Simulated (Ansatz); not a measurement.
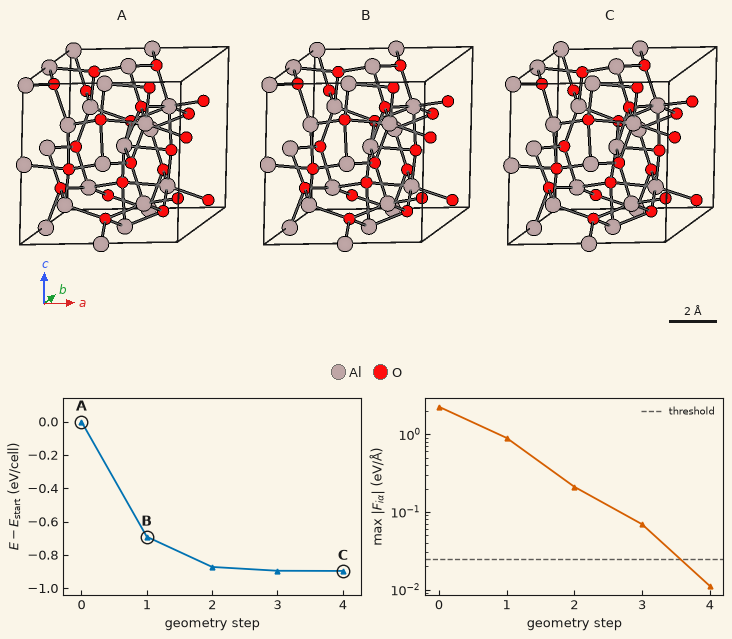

Frames of a relaxation of a defect cell of composition Al₁₆O₂₃ (cell charge +1), marked on the history of the run. A ball-and-stick model of the cell of the calculation (origin shifted), seen slightly off an axis.

Case: O vacancy (site e), charge +1, atoms relaxed at the host's cell.

The calculation used DFT PBEsol, scalar-relativistic, plane waves, PAW in Ansatz 0.2.0. Set-up: plane-wave cutoff 420 eV; k-point mesh 2 × 2 × 2; occupations gaussian; smearing width 0.01 eV; mesh shifted by (0.5, 0.5, 0.5); collinear spin; atoms relaxed in a fixed cell; force threshold 0.025 eV/Å; at most 45 steps.

### Describe the path.

After 4 geometry steps the energy has fallen by 0.896 eV per cell of the calculation. The largest force component goes from 2.3 to 0.011 eV/Å. The largest moves, 0.20 Å, are those of Al atoms. Largest moves by element: Al 0.20 Å, O 0.05 Å. The cell stays as it was. Near-neighbour distances that change, for instance: Al–O 2.070 → 1.891 Å, Al–O 1.986 → 1.943 Å, Al–O 1.845 → 1.803 Å, Al–O 1.951 → 1.993 Å. Bond angles that change, for instance: O–Al–O 159.0° → 168.4°, Al–O–Al 91.5° → 100.5°, O–Al–O 87.5° → 94.6°. From step 0 to 1: Al atoms move most (0.10 Å), energy −0.691 eV per cell of the calculation. From step 1 to 4: Al atoms move most (0.09 Å), energy −0.205 eV per cell of the calculation.

```json
{"step": "0", "E − E(0), meV/atom": "0.00", "largest force component, eV/Å": "2.2605"}
{"step": "1", "E − E(0), meV/atom": "-17.72", "largest force component, eV/Å": "0.8974"}
{"step": "2", "E − E(0), meV/atom": "-22.37", "largest force component, eV/Å": "0.2107"}
{"step": "3", "E − E(0), meV/atom": "-22.95", "largest force component, eV/Å": "0.0694"}
{"step": "4", "E − E(0), meV/atom": "-22.98", "largest force component, eV/Å": "0.0112"}
```

Limits of the set-up: the periodic images lie only 7.0 Å apart, so the values are limited by the cell's size; the cell is charged, on a uniform background, and energies carry no finite-size correction.
